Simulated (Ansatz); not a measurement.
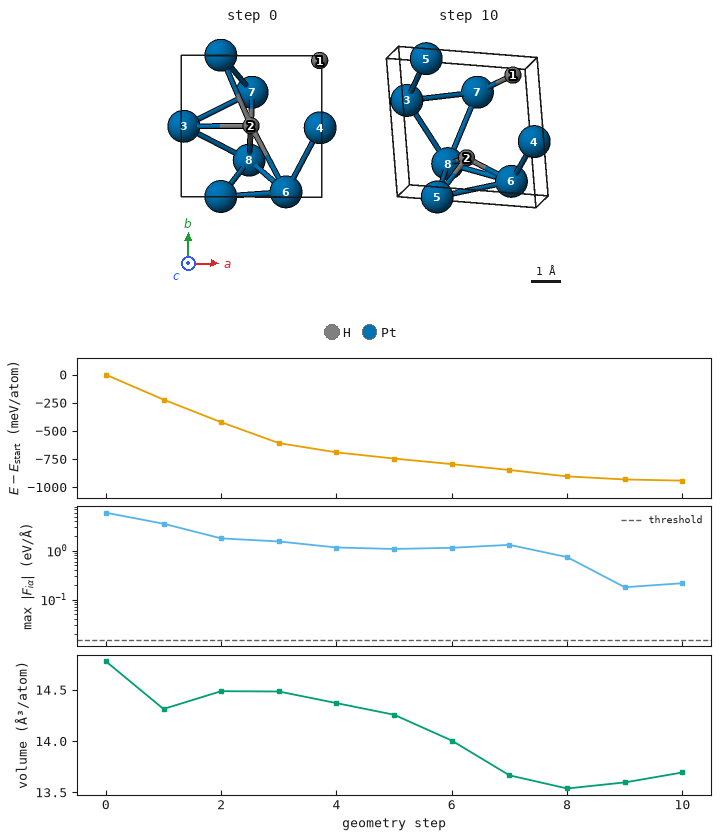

First and last geometry of a relaxation of solid HPt3 (built on the A15_223 type) (coarse preliminary run), with the history of the run. A ball-and-stick model of the cell of the calculation, seen along the c axis.

Case: A15 type (Pm-3n, No. 223); cell x1, atoms moved at random (sigma 0.1 Å) and cell strained at random (1.5 %), then relaxed without symmetry.

Computed with DFT PBE, scalar-relativistic, plane waves, PAW in Ansatz.

Input file:
```yaml
crystal:
  lattice:
    - [4.9017310187, -0.0098746425, 0.0725186949]
    - [-0.0098746425, 4.9284802939, -0.0048103229]
    - [0.0725186949, -0.0048103229, 4.8950445356]
  atoms:
    - { symbol: H, position: [-0.0152222726, -0.0330241803, 0.018895979] }
    - { symbol: H, position: [0.4964975754, 0.503064359, 0.4728727632] }
    - { symbol: Pt, position: [0.0176159477, 0.4979556777, 0.252307507] }
    - { symbol: Pt, position: [-0.0118404191, 0.4915161543, 0.7132778572] }
    - { symbol: Pt, position: [0.2812293859, 0.0021960271, 0.5063813959] }
    - { symbol: Pt, position: [0.7450209438, 0.0366676717, 0.4967578087] }
    - { symbol: Pt, position: [0.503814051, 0.7410606014, 0.0153704305] }
    - { symbol: Pt, position: [0.4828847879, 0.2605636892, 0.0241362584] }
basis:
  ecutwfc: 420
kpoints:
  mp_grid: { grid: [6, 6, 6] }
hamiltonian:
  xc: pbe
scf:
  occupations: { method: gaussian, width: 0.1 }
output:
  forces: true
  stress: true
  eigenvalues: true
relax:
  adjacent_minimum: "off"
  f_tol: 0.015
  max_steps: 120
  cell: { stress_tol: 0.15 }
```

Launched with:
```bash
ansatz run input.yaml --threads 1 --pin off --max-ram 2560MiB --backend cpu --events-out ev --progress --plain --runs-dir out
```

### Did the run converge, and what did it change?

The run was cut off at its time limit before the relaxation converged, so the last structure is only a point on the way. The atom that moves furthest relative to the cell is H2 (1.20 Å along [0 −2 −1]). By element the largest moves are H 1.20 Å, Pt 0.92 Å. Cell: a 4.902 → 4.882 Å (−0.4 %), b 4.928 → 4.858 Å (−1.4 %), c 4.896 → 4.856 Å (−0.8 %), α 90.1° → 80.7°, β 88.3° → 78.8°, γ 90.2° → 98.4°. Volume −7.3 %. Near-neighbour distances that change, for instance: H2–Pt5 2.683 → 3.991 Å, Pt5–Pt7 2.910 → 3.993 Å, H2–Pt6 2.610 → 1.768 Å, H1–Pt7 2.604 → 1.770 Å. Among the angles between lasting bonds that change: Pt3–Pt7–Pt5 101.2° → 61.7°, Pt6–Pt3–Pt8 101.5° → 62.8°, Pt6–Pt3–Pt8 146.6° → 177.5°. The space group stays P1 (No. 1). The energy falls by 941 meV per atom in 10 geometry steps. The largest force component goes from 6 to 0.22 eV/Å. Pressure: 4.53 GPa at the start and 0.42 GPa at the end. The run took 21 min on 1 thread of Arm Neoverse V1, with other jobs on the host, peak memory 0.84 GiB.

```json
{"step": "0", "E − E(0), meV/atom": "0.00", "largest force component, eV/Å": "5.9782", "pressure, GPa": "4.53", "volume, Å³/atom": "14.779"}
{"step": "1", "E − E(0), meV/atom": "-221.22", "largest force component, eV/Å": "3.5631", "pressure, GPa": "5.51", "volume, Å³/atom": "14.314"}
{"step": "2", "E − E(0), meV/atom": "-421.89", "largest force component, eV/Å": "1.7850", "pressure, GPa": "1.08", "volume, Å³/atom": "14.487"}
{"step": "3", "E − E(0), meV/atom": "-607.50", "largest force component, eV/Å": "1.5440", "pressure, GPa": "0.68", "volume, Å³/atom": "14.485"}
{"step": "4", "E − E(0), meV/atom": "-690.00", "largest force component, eV/Å": "1.1619", "pressure, GPa": "0.65", "volume, Å³/atom": "14.371"}
{"step": "5", "E − E(0), meV/atom": "-745.14", "largest force component, eV/Å": "1.0847", "pressure, GPa": "2.11", "volume, Å³/atom": "14.258"}
{"step": "6", "E − E(0), meV/atom": "-794.50", "largest force component, eV/Å": "1.1456", "pressure, GPa": "1.65", "volume, Å³/atom": "14.006"}
{"step": "7", "E − E(0), meV/atom": "-846.72", "largest force component, eV/Å": "1.3161", "pressure, GPa": "2.73", "volume, Å³/atom": "13.667"}
{"step": "8", "E − E(0), meV/atom": "-903.46", "largest force component, eV/Å": "0.7399", "pressure, GPa": "1.06", "volume, Å³/atom": "13.539"}
{"step": "9", "E − E(0), meV/atom": "-930.74", "largest force component, eV/Å": "0.1790", "pressure, GPa": "0.78", "volume, Å³/atom": "13.598"}
{"step": "10", "E − E(0), meV/atom": "-941.42", "largest force component, eV/Å": "0.2160", "pressure, GPa": "0.42", "volume, Å³/atom": "13.695"}
```
